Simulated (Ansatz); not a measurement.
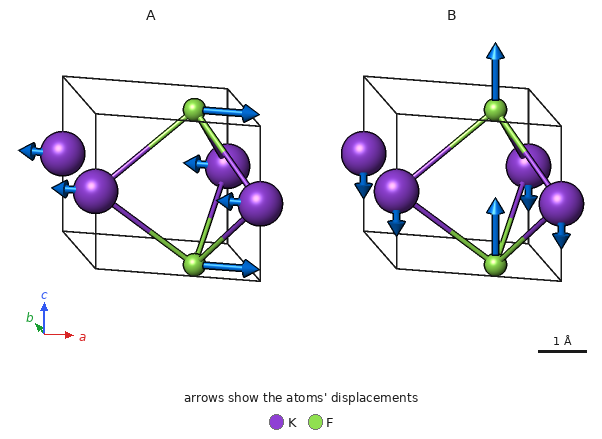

Modes of crystalline KF (a generated structure), space group P-6m2 (No. 187), at the zone centre (one member of each degenerate set). The blue arrows give the relative displacements of the atoms. The picture is a ball-and-stick view of the cell of the calculation, seen slightly off an axis.

These are results of Ansatz, DFT PBE, scalar-relativistic, plane waves, PAW, not measurements.

Frequencies are those without the non-analytic (LO–TO) term.

Question: Which are infrared-active and which Raman-active?

Answer: A is E′, infrared- and Raman-active by symmetry (161 cm⁻¹). B is A₂″, infrared-active by symmetry (166 cm⁻¹).
